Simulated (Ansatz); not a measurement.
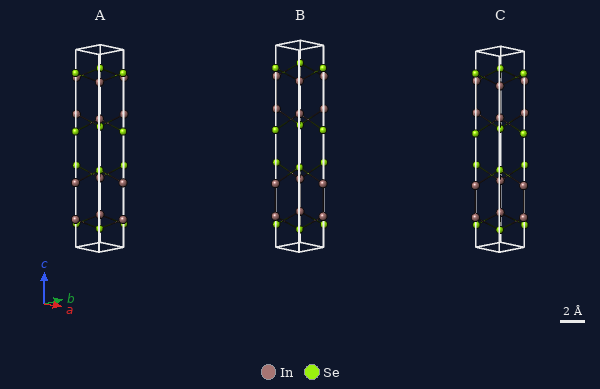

3 geometries from one relaxation of solid InSe (set up in P6_3/mmc) (coarse preliminary run), in shuffled order. A ball-and-stick model of the cell of the calculation, seen from a free direction.

Theory: DFT r2SCAN, scalar-relativistic, plane waves, PAW (Ansatz). Set-up: plane-wave cutoff 500 eV; k-point mesh 6 × 6 × 2; occupations gaussian; smearing width 0.1 eV; no spin polarisation; cell and atoms relaxed; force threshold 0.05 eV/Å; at most 80 steps.

Order the frames from highest to lowest energy.

A, C, B. They are steps 0, 1, 5, at +212 meV per atom, +7.1 meV per atom relative to the last. After 4 accepted moves (5 points after the start) the energy has fallen by 212 meV per atom. Largest force component: 2.9 eV/Å at the start, 0.011 eV/Å at the end. Pressure: 5.94 GPa at the start and 0.02 GPa at the end. At 1 point the geometry stayed and the basis and grid were re-selected for the new cell (energy shift of less than 0.05 meV per atom at most each time). The largest moves relative to the cell, 0.21 Å, are those of In atoms. Largest moves by element: In 0.21 Å, Se 0.10 Å. The drawn cell changes as follows: a = b 4.050 → 4.046 Å (−0.1 %), c 16.930 → 17.305 Å (+2.2 %); the volume changes by +2.0 %. Near-neighbour distances that change, for instance: In–In 3.149 → 2.798 Å, In–Se 2.517 → 2.653 Å. Bond angles that change, for instance: In–Se–In 107.1° → 99.4°, Se–In–Se 107.1° → 99.4°. The space group stays P6_3/mmc (No. 194).

Limits of the set-up: layers or molecules are held without a dispersion correction, so their spacing is unreliable.
